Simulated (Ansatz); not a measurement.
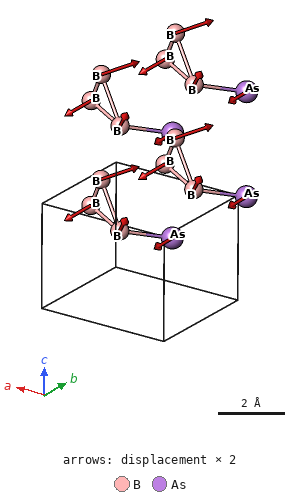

A relaxation of crystalline B3As (built on the random type) (coarse preliminary run). The starting structure is drawn; red arrows show the displacements (the part carried along by the change of the cell is left out), magnified 2 times.

The picture is a ball-and-stick view of the cell of the calculation, repeated 1 × 2 × 2 with one cell outlined, seen from a free direction.

Case: random cell without symmetry.

Theory: DFT PBE, scalar-relativistic, plane waves, PAW in Ansatz 0.2.0. (plane-wave cutoff 420 eV; k-point mesh 4 × 6 × 6; occupations gaussian; smearing width 0.1 eV; no spin polarisation; cell and atoms relaxed; force threshold 0.04 eV/Å; at most 70 steps)

> What happened in the run?

The atom that moves furthest relative to the cell is a B atom (0.65 Å along [−1 1 1]). Largest moves by element: B 0.65 Å, As 0.45 Å. Cell: a 4.228 → 5.236 Å (+23.8 %), b 3.220 → 2.834 Å (−12.0 %), c 3.701 → 3.304 Å (−10.7 %), α 87.7° → 90.3°, β 90.2° → 80.0°, γ 106.2° → 105.5°. Volume −3.9 %. Some distances before and after: B–B 2.662 → 1.730 Å, As–B 2.194 → 3.008 Å, B–B 2.378 → 1.681 Å, B–B 2.361 → 1.686 Å. New bonds form: B–B (2.36 → 1.69 Å), B–B (2.38 → 1.68 Å). Among the angles between lasting bonds that change: B–B–As 69.0° → 102.4°, B–B–As 78.8° → 109.3°, B–As–B 143.4° → 167.5°. The space group stays P1 (No. 1). The energy falls by 13.054 eV per cell of the calculation in 15 accepted moves (19 points after the start). The largest force component goes from 44 to 0.019 eV/Å. The pressure goes from 65.28 to 0.03 GPa. The line search rejected the trial steps at points 12, 14 of the run. The SCF was repeated twice at an unchanged geometry on a basis and grid sized afresh for the cell, which shifted the energy by 50.1 meV per cell of the calculation at most. The run took 70 s on 1 thread of Intel(R) Xeon(R) 6975P-C (Granite Rapids), on a shared host, peak memory 0.42 GiB.

Limits of the set-up: the k-point mesh is coarse for a cell with partly filled bands.
